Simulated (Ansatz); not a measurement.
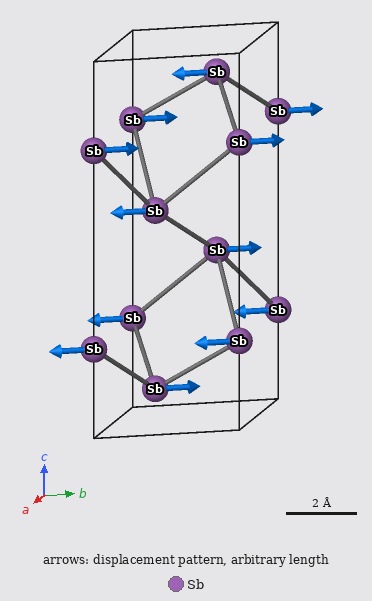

One vibrational mode of a crystal of Sb at the zone centre. The blue arrows are the displacements of the atoms (eigenvector over the root of the mass), of arbitrary overall length and sign. The picture is a ball-and-stick view of the conventional cell (3 times the calculation's cell), seen slightly off an axis. Lengths and directions refer to the drawn axes.

All numbers below come from Ansatz 0.2.0, DFT PBEsol, scalar-relativistic, plane waves, PAW. Set-up: plane-wave cutoff 420 eV; k-point mesh 12 × 12 × 12; occupations fermi dirac; smearing width 0.15 eV; no spin polarisation.

The frequencies depend somewhat on the k-mesh and the smearing.

**Give the symmetry, activity and frequency of this mode.**

This is the E_g mode (doubly degenerate; one member of the set is drawn) at 10.3 meV, the lowest optical level, Raman-active by symmetry. All motion is along b; atoms of one kind move against one another, with no net shift of their sublattice.
